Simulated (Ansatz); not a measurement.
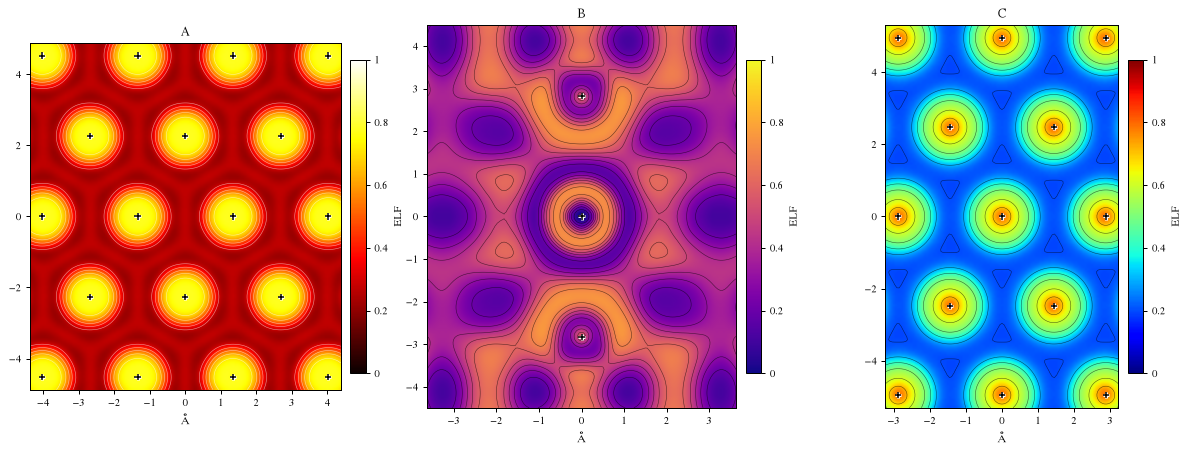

The ELF of 3 systems, each on a plane through atoms (crosses mark nuclei in the plane).

All numbers below come from Kohn-Sham DFT of a periodic cell, PBE, Ansatz PAW (Ansatz).

System 1: TaSi2, the (110) plane of the conventional cell. Space group P6₄22; computed pressure about 3 GPa in this cell.

```xyz
9
Lattice="4.7839 0.0000 0.0000 -2.3920 4.1430 0.0000 0.0000 0.0000 6.5700" Properties=species:S:1:pos:R:3 pbc="T T T"
Ta   -1.1960    2.0715    2.1900
Ta    1.1960    2.0715    4.3800
Ta    2.3920    0.0000    0.0000
Si    1.1407    0.6586    2.1900
Si   -1.2512    3.4844    4.3800
Si    2.3920    2.8258    0.0000
Si    1.2512    3.4844    2.1900
Si    3.6432    0.6586    4.3800
Si    0.0000    1.3172    0.0000
```

System 2: Au, the (101̄) plane of the conventional cell. Space group I4/mmm; computed pressure about 13 GPa in this cell.

System 3: Rh, the (101̄) plane of the conventional cell. Space group I4/mmm; computed pressure about 21 GPa in this cell.

```
Rh
1.0
     1.89785   -1.89785    0.00000
     1.89785    1.89785    0.00000
     0.00000    0.00000    3.64387
Rh
2
Direct
  0.00000 0.00000 0.00000
  0.50000 0.50000 0.50000
```

Which map belongs to which system?

Panel A is system 3, Rh: the plane holds Rh. Rh–Rh (2.63 Å): the ELF is about 0.25 at the midpoint (no localised pair shows between them). Panel B is system 1, TaSi2: the plane holds Ta and Si. Panel C is system 2, Au: the plane holds Au. Au–Au (2.86 Å): the ELF is about 0.20 at the midpoint: no localised pair shows between them.
